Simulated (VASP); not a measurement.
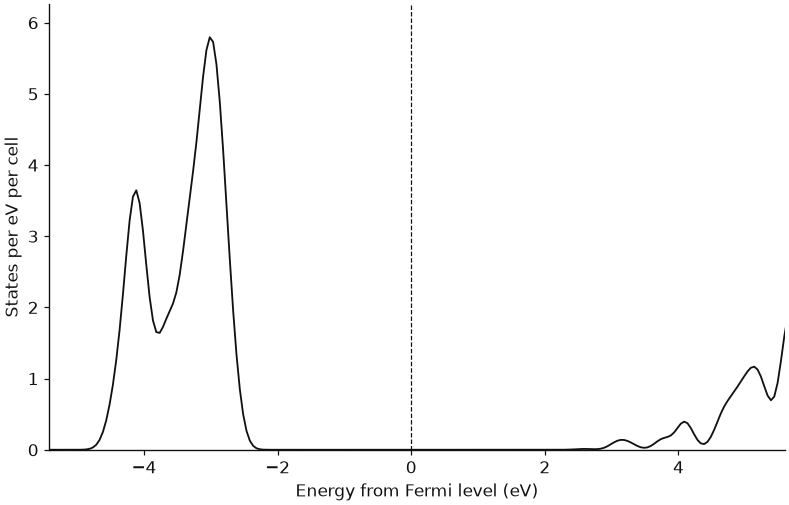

Density of states. Energies are counted from the Fermi level, put mid-gap where there is a gap. The curve is built from the levels of the k mesh with Gaussians 0.3 eV wide, which also blur the band edges.

System: NaCl, space group Fm-3m (No. 225), 2 atoms in the cell, rocksalt type.

```cif
data_structure
_symmetry_space_group_name_H-M 'P 1'
_symmetry_Int_Tables_number 1
_cell_length_a 3.9636
_cell_length_b 3.9636
_cell_length_c 3.9636
_cell_angle_alpha 60.000
_cell_angle_beta 60.000
_cell_angle_gamma 60.000
_cell_volume 44.03
loop_
_atom_site_label
_atom_site_type_symbol
_atom_site_fract_x
_atom_site_fract_y
_atom_site_fract_z
_atom_site_occupancy
Na1 Na 0.00000 0.00000 0.00000 1
Cl1 Cl 0.50000 0.50000 0.50000 1
```

Method: DFT, PBE, plane waves, PAW, 8×8×8 k mesh, 520 eV cutoff, Fermi-Dirac smearing of 0.02 eV (VASP 6.6.1).

### Is there a gap at the Fermi level, and how wide?

There is a gap; over the k points computed it is 5.18 eV (direct among those points).

### Where is the tallest peak of the filled states in the window?

Within the window shown, the tallest peak of the filled states lies 0.4 eV under the valence-band top, at about 5.8 states per eV and cell.
